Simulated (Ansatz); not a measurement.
HfSi2O6

```cif
data_structure
_symmetry_space_group_name_H-M 'P 1'
_symmetry_Int_Tables_number 1
_cell_length_a 3.5651
_cell_length_b 3.5651
_cell_length_c 7.4710
_cell_angle_alpha 90.000
_cell_angle_beta 90.000
_cell_angle_gamma 120.000
_cell_volume 82.24
loop_
_atom_site_label
_atom_site_type_symbol
_atom_site_fract_x
_atom_site_fract_y
_atom_site_fract_z
_atom_site_occupancy
Hf1 Hf 0.00000 0.00000 0.00000 1
Si1 Si 0.33333 0.66667 0.64904 1
Si2 Si 0.66667 0.33333 0.35096 1
O1 O 0.33333 0.66667 0.89306 1
O2 O 0.66667 0.33333 0.58113 1
O3 O 0.00000 0.00000 0.28387 1
O4 O 0.00000 0.00000 0.71613 1
O5 O 0.33333 0.66667 0.41887 1
O6 O 0.66667 0.33333 0.10694 1
```

Space group P-3m1; a structure generated by program, which may or may not match a known phase.

Level of theory: DFT PBE, scalar-relativistic, plane waves, PAW (Ansatz).

The density is the valence pseudo-density of a PAW calculation; it isn't the true density close to the nuclei.

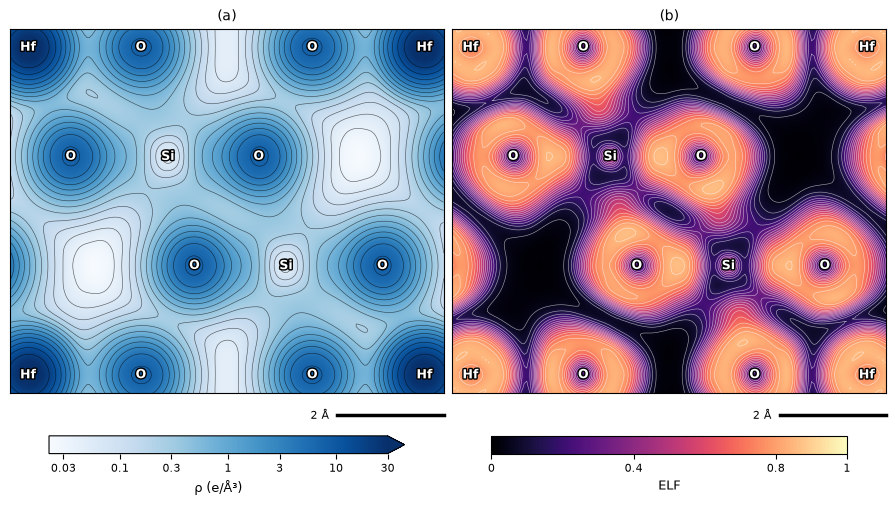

Figure 1. (a) valence electron density; (b) electron localisation function on the (110) plane of the conventional cell.

### Describe what can be read from this map.

- The section cuts through Hf, Si and O sites.
- Si–O (1.72 Å): ρ at the midpoint is about 1.1 e/Å³; the ELF peaks at about 0.85 between the atoms, as expected for a polar covalent bond.
- Hf–O (2.12 Å): ρ is about 0.74 e/Å³ halfway; the ELF peaks at about 0.85 in the valence shell of O, 0.6 Å from its nucleus, and drops to about 0.20 between the two atoms (no shared electron pair shows on this line).
- Si–O (1.82 Å): ρ at the midpoint is about 0.84 e/Å³; the ELF peaks at about 0.85 between the atoms: a shared but strongly polarised pair.
- Hf–O (2.21 Å): ρ is about 0.55 e/Å³ halfway; the ELF peaks at about 0.85 in the valence shell of O, 0.6 Å from its nucleus, and drops to about 0.15 between the two atoms; no shared electron pair shows on this line.
- Between the atoms the lowest density in this plane is 0.02 e/Å³.
- The features right at Hf lie inside the PAW spheres, where the map follows smoothed inner orbitals and isn't to be read closely.

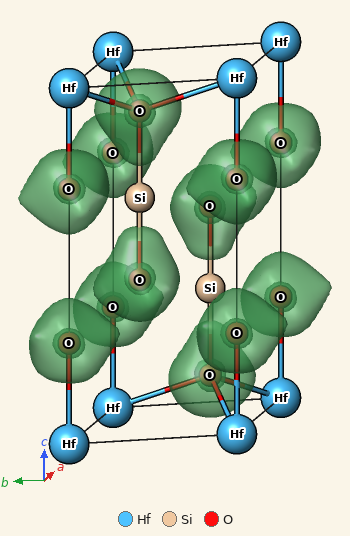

Figure 2. Isosurface of the ELF at 0.65 (green), seen at an oblique angle. Core shells and regions of very low density are left out. Sticks mark near contacts.

### Identify the bonds, lone pairs and shells in this picture.

The ELF exceeds this value in four regions on O in which the atom's valence shell and bonds are merged and two regions wrapped around O (the valence shell of each), counted in one cell of 9 atoms. Any copies at cell faces, edges or corners count once.

### Metal or insulator at this level of theory?

It is gapped, with a Kohn–Sham gap of 1.9 eV on the k-point mesh, an upper bound to the gap of this method.
